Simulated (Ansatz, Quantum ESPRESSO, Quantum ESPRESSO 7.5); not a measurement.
**Evanescent states of LiH, rock salt type, lattice constant set to 3.802 Å**

Wanted: the complex band structure of LiH, rock salt type, lattice constant set to 3.802 Å, as for a tunnel barrier.

Main program and level: Quantum ESPRESSO 7.5; plane-wave DFT, PBEsol, GBRV ultrasoft pseudopotentials (cross-check by Ansatz 0.2.0 with PAW datasets).

## 1. Starting point

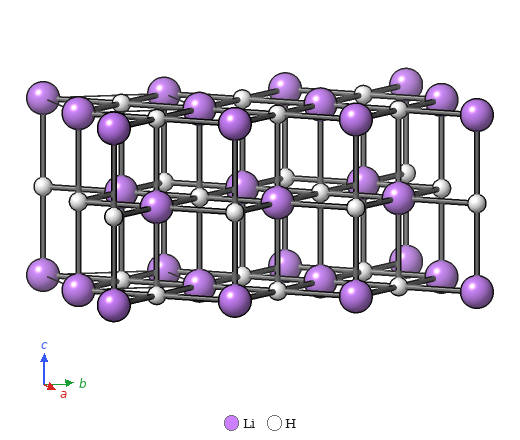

The cell as given, from the side, with the c axis up (lithium purple, hydrogen white). 2×3×1 cells are drawn. Some periodic images of atoms are drawn too.

As a file:

```cif
data_structure
_symmetry_space_group_name_H-M 'P 1'
_symmetry_Int_Tables_number 1
_cell_length_a 2.6884
_cell_length_b 2.6884
_cell_length_c 3.8020
_cell_angle_alpha 90.000
_cell_angle_beta 90.000
_cell_angle_gamma 90.000
_cell_volume 27.48
loop_
_atom_site_label
_atom_site_type_symbol
_atom_site_fract_x
_atom_site_fract_y
_atom_site_fract_z
_atom_site_occupancy
Li1 Li 0.00000 0.00000 0.00000 1
H2 H 0.50000 0.50000 0.00000 1
Li3 Li 0.50000 0.50000 0.50000 1
H4 H 0.00000 0.00000 0.50000 1
```

## 2. Ground state

pwcond needs a cell whose third axis lies along the current and stands perpendicular to the other two.

scf.in

```
&control
  prefix = 'scf'
  outdir = './out'
  pseudo_dir = './pseudo'
  calculation = 'scf'
  tprnfor = .true.
/
&system
  ibrav = 0
  nat = 4
  ntyp = 2
  ecutwfc = 40
  ecutrho = 200
  occupations = 'fixed'
  nbnd = 8
/
&electrons
  conv_thr = 1e-09
  mixing_beta = 0.6
  electron_maxstep = 120
/
ATOMIC_SPECIES
  Li  6.9400  li_pbesol_v1.4.uspp.F.UPF
  H   1.0080  h_pbesol_v1.4.uspp.F.UPF
CELL_PARAMETERS angstrom
  2.68841998207125 0.00000000000000 0.00000000000000
  0.00000000000000 2.68841998207125 0.00000000000000
  0.00000000000000 0.00000000000000 3.80200000000000
ATOMIC_POSITIONS crystal
  Li  0.000000000000 0.000000000000 0.000000000000
  H   0.500000000000 0.500000000000 0.000000000000
  Li  0.500000000000 0.500000000000 0.500000000000
  H   0.000000000000 0.000000000000 0.500000000000
K_POINTS automatic
  8 8 6 0 0 0
```

On the command line:

```bash
> OMP_NUM_THREADS=1 mpirun -n 2 pw.x -nk 2 -in scf.in > scf.out
```

Log:

```text
Program PWSCF v.7.5 starts
[citation notice left out]

     Parallel version (MPI & OpenMP), running on       2 processor cores
     Number of MPI processes:                 2
     Threads/MPI process:                     1

     MPI processes distributed on     1 nodes
[...]
Current dimensions of program PWSCF are:
     Max number of different atomic species (ntypx) = 10
     Max number of k-points (npk) =  40000
     Max angular momentum in pseudopotentials (lmaxx) =  4
     Found identity + ( -0.5000 -0.5000 -0.5000) symmetry
     This is a supercell, fractional translations are disabled
     Message from routine setup:
     using ibrav=0 with symmetry is DISCOURAGED, use correct ibrav instead

     K-points division:     npool     =       2
     Subspace diagonalization in iterative solution of the eigenvalue problem:
     a serial algorithm will be used

     G-vector sticks info
     --------------------
     sticks:   dense  smooth     PW     G-vecs:    dense   smooth      PW
     Sum         421     333    109                 8909     6361    1229

     Using Slab Decomposition

     bravais-lattice index     =            0
     lattice parameter (alat)  =       5.0804  a.u.
     unit-cell volume          =     185.4398 (a.u.)^3
     number of atoms/cell      =            4
     number of atomic types    =            2
     number of electrons       =         8.00
     number of Kohn-Sham states=            8
     kinetic-energy cutoff     =      40.0000  Ry
     charge density cutoff     =     200.0000  Ry
     scf convergence threshold =      1.0E-09
     mixing beta               =       0.6000
     number of iterations used =            8  plain     mixing
     Exchange-correlation= SLA  PW   PSX  PSC
                           (   1   4  10   8   0   0   0)

     celldm(1)=   5.080377  celldm(2)=   0.000000  celldm(3)=   0.000000
     celldm(4)=   0.000000  celldm(5)=   0.000000  celldm(6)=   0.000000

     crystal axes: (cart. coord. in units of alat)
               a(1) = (   1.000000   0.000000   0.000000 )
               a(2) = (   0.000000   1.000000   0.000000 )
               a(3) = (   0.000000   0.000000   1.414214 )

     reciprocal axes: (cart. coord. in units 2 pi/alat)
               b(1) = (  1.000000  0.000000  0.000000 )
               b(2) = (  0.000000  1.000000  0.000000 )
               b(3) = (  0.000000  0.000000  0.707107 )

     PseudoPot. # 1 for Li read from file:
     ./pseudo/li_pbesol_v1.4.uspp.F.UPF
     Pseudo is Ultrasoft, Zval =  3.0
     Generated by new atomic code, or converted to UPF format
     Using radial grid of  751 points,  5 beta functions with:
                l(1) =   0
                l(2) =   0
                l(3) =   0
                l(4) =   1
                l(5) =   1
     Q(r) pseudized with 10 coefficients,  rinner =    1.150   1.150   1.150

     PseudoPot. # 2 for H  read from file:
     ./pseudo/h_pbesol_v1.4.uspp.F.UPF
     Pseudo is Ultrasoft, Zval =  1.0
     Generated by new atomic code, or converted to UPF format
     Using radial grid of  615 points,  2 beta functions with:
                l(1) =   0
                l(2) =   0
     Q(r) pseudized with  8 coefficients,  rinner =    0.700

     atomic species   valence    mass     pseudopotential
     Li                3.00     6.94000     Li( 1.00)
     H                 1.00     1.00800     H ( 1.00)

     16 Sym. Ops., with inversion, found

   Cartesian axes

     site n.     atom                  positions (alat units)
         1        Li     tau(   1) = (   0.0000000   0.0000000   0.0000000  )
         2        H      tau(   2) = (   0.5000000   0.5000000   0.0000000  )
         3        Li     tau(   3) = (   0.5000000   0.5000000   0.7071068  )
         4        H      tau(   4) = (   0.0000000   0.0000000   0.7071068  )

     number of k points=    60
                       cart. coord. in units 2pi/alat
        k(    1) = (   0.0000000   0.0000000   0.0000000), wk =   0.0052083
        k(    2) = (   0.0000000   0.0000000   0.1178511), wk =   0.0104167
        k(    3) = (   0.0000000   0.0000000   0.2357023), wk =   0.0104167
        k(    4) = (   0.0000000   0.0000000  -0.3535534), wk =   0.0052083
        k(    5) = (   0.0000000   0.1250000   0.0000000), wk =   0.0208333
        k(    6) = (   0.0000000   0.1250000   0.1178511), wk =   0.0416667
        k(    7) = (   0.0000000   0.1250000   0.2357023), wk =   0.0416667
        k(    8) = (   0.0000000   0.1250000  -0.3535534), wk =   0.0208333
        k(    9) = (   0.0000000   0.2500000   0.0000000), wk =   0.0208333
        k(   10) = (   0.0000000   0.2500000   0.1178511), wk =   0.0416667
[...]
k(   60) = (  -0.5000000  -0.5000000  -0.3535534), wk =   0.0052083

     Dense  grid:     8909 G-vectors     FFT dimensions: (  24,  24,  36)

     Smooth grid:     6361 G-vectors     FFT dimensions: (  24,  24,  30)

     Estimated max dynamical RAM per process >      13.49 MB

     Estimated total dynamical RAM >      24.81 MB

     Initial potential from superposition of free atoms

     starting charge       7.0984, renormalised to       8.0000
     Starting wfcs are   12 randomized atomic wfcs

     total cpu time spent up to now is        0.5 secs

     per-process dynamical memory:    13.0 Mb

     Self-consistent Calculation

     iteration #  1     ecut=    40.00 Ry     beta= 0.60
     Davidson diagonalization with overlap
     ethr =  1.00E-02,  avg # of iterations =  2.8

     total cpu time spent up to now is        1.0 secs

     total energy              =     -31.14321569 Ry
     estimated scf accuracy    <       0.30081383 Ry

     iteration #  2     ecut=    40.00 Ry     beta= 0.60
[...]
total energy              =     -31.15555804 Ry
     estimated scf accuracy    <       0.01894612 Ry

     iteration #  3     ecut=    40.00 Ry     beta= 0.60
[...]
total energy              =     -31.16041108 Ry
     estimated scf accuracy    <       0.00049775 Ry

     iteration #  4     ecut=    40.00 Ry     beta= 0.60
[...]
total energy              =     -31.16070331 Ry
     estimated scf accuracy    <       0.00001810 Ry

     iteration #  5     ecut=    40.00 Ry     beta= 0.60
[...]
total energy              =     -31.16070868 Ry
     estimated scf accuracy    <       0.00000850 Ry

     iteration #  6     ecut=    40.00 Ry     beta= 0.60
[...]
total energy              =     -31.16070921 Ry
     estimated scf accuracy    <       0.00000120 Ry

     iteration #  7     ecut=    40.00 Ry     beta= 0.60
[...]
total energy              =     -31.16070935 Ry
     estimated scf accuracy    <       0.00000003 Ry

     iteration #  8     ecut=    40.00 Ry     beta= 0.60
[...]
total energy              =     -31.16070936 Ry
     estimated scf accuracy    <          9.0E-09 Ry

     iteration #  9     ecut=    40.00 Ry     beta= 0.60
[...]
total energy              =     -31.16070936 Ry
     estimated scf accuracy    <          2.8E-09 Ry

     iteration # 10     ecut=    40.00 Ry     beta= 0.60
[...]
End of self-consistent calculation

          k = 0.0000 0.0000 0.0000 (   799 PWs)   bands (ev):

   -42.0388 -41.9233  -4.5550   1.6017   4.1932  13.0166  13.0166  16.2942

          k = 0.0000 0.0000 0.1179 (   787 PWs)   bands (ev):

   -42.0308 -41.9308  -4.3831   0.1773   6.1373  13.2951  13.2951  16.5824

          k = 0.0000 0.0000 0.2357 (   786 PWs)   bands (ev):

   -42.0093 -41.9516  -3.8534  -1.5802   9.3954  14.1275  14.1275  16.3261

          k = 0.0000 0.0000-0.3536 (   830 PWs)   bands (ev):

   -41.9802 -41.9802  -2.9309  -2.9309  12.9978  12.9978  15.5004  15.5004

          k = 0.0000 0.1250 0.0000 (   782 PWs)   bands (ev):

   -42.0299 -41.9232  -4.3632   1.4733   4.5133  11.1515  13.3337  18.0790

          k = 0.0000 0.1250 0.1179 (   789 PWs)   bands (ev):

   -42.0226 -41.9301  -4.1950   0.2127   6.2348  11.4772  13.6117  16.2838

[...]
highest occupied, lowest unoccupied level (ev):     1.6017    4.1931

!    total energy              =     -31.16070936 Ry
     estimated scf accuracy    <          2.3E-11 Ry

     The total energy is the sum of the following terms:
     one-electron contribution =     -14.73887108 Ry
     hartree contribution      =       6.32006425 Ry
     xc contribution           =      -8.15904292 Ry
     ewald contribution        =     -14.58285962 Ry

     convergence has been achieved in  10 iterations

     Forces acting on atoms (cartesian axes, Ry/au):

     atom    1 type  1   force =     0.00000000    0.00000000    0.00000000
     atom    2 type  2   force =     0.00000000    0.00000000    0.00000000
     atom    3 type  1   force =     0.00000000    0.00000000    0.00000000
     atom    4 type  2   force =     0.00000000    0.00000000    0.00000000

     Total force =     0.000000     Total SCF correction =     0.000000

[...]
=------------------------------------------------------------------------------=
   JOB DONE.
=------------------------------------------------------------------------------=
```

Wall time 5.5 s (2 MPI ranks of Arm Neoverse N1, shared host); peak memory 0.11 GiB; 11 s of CPU time.

Read from the output:

```
free energy                          : -423.9630 eV
valence top, on the run's zero       : 1.602 eV
conduction bottom, on the run's zero : 4.193 eV
gap by band count                    : 2.591 eV
```

The run needed 10 iterations to bring the estimated error under 1e-09 Ry.

(Continued in part 2 of 3.)

[Logs are printed without paths, hosts, clocks, repeated set-up lines and the standing remarks that a program may print on its own settings, such as how far it seeks lower states.]

[Hosts, paths, dates, database ids (printed as entryN), source tags and the programs' standing remarks are cut or masked in the printed files.]

[Maps of the electrostatic potential energy from Ansatz leave out the sawtooth potential of an applied field or a dipole correction, so their vacuum need not be flat; planar profiles and work functions include it.]
